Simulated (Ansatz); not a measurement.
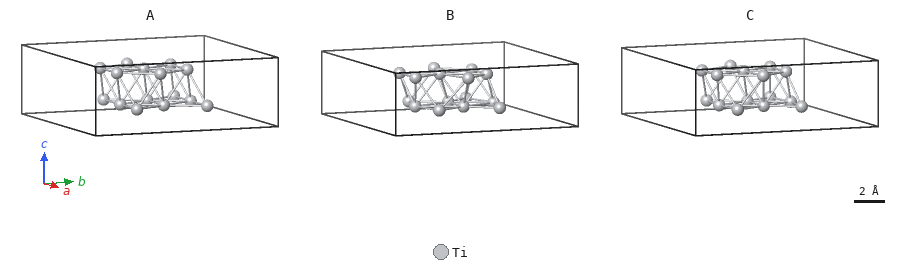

3 geometries from one relaxation of a wire of composition Ti, in shuffled order. Style: ball-and-stick. Shown: the cell of the calculation, with the vacuum cut short, slightly off an axis.

Case: wire along [0 0 1], 15 atoms a period.

Method: Ansatz 0.2.0, DFT PBE, scalar-relativistic, plane waves, PAW. Settings: plane-wave cutoff 420 eV; k-point mesh 1 × 1 × 12; occupations gaussian; smearing width 0.05 eV; no spin polarisation; cell relaxed at fixed a, b, alpha, beta, gamma; force threshold 0.02 eV/Å; at most 45 steps.

Put them in the order of the run, from the start to the converged end.

Answer. A, C, B. They are steps 0, 2, 10, at +2.757 eV per cell of the calculation, +0.675 eV per cell of the calculation relative to the last. The energy falls by 2.757 eV per cell of the calculation in 9 accepted moves (10 points after the start). Largest force component: 1.3 eV/Å at the start, 0.012 eV/Å at the end. The SCF was repeated once at an unchanged geometry on a basis and grid sized afresh for the cell, which shifted the energy by 4.2 meV per cell of the calculation at most. The largest moves relative to the layer's centre, 0.57 Å, are those of Ti atoms. Along the periodic axis the drawn cell goes c 4.650 → 4.224 Å (−9.2 %). Among the contacts that change: Ti–Ti 4.113 → 3.118 Å, Ti–Ti 2.939 → 3.543 Å, Ti–Ti 2.939 → 2.542 Å, Ti–Ti 2.939 → 3.242 Å. Among the angles between lasting bonds that change: Ti–Ti–Ti 145.7° → 125.6°, Ti–Ti–Ti 90.0° → 73.4°, Ti–Ti–Ti 61.4° → 77.6°.
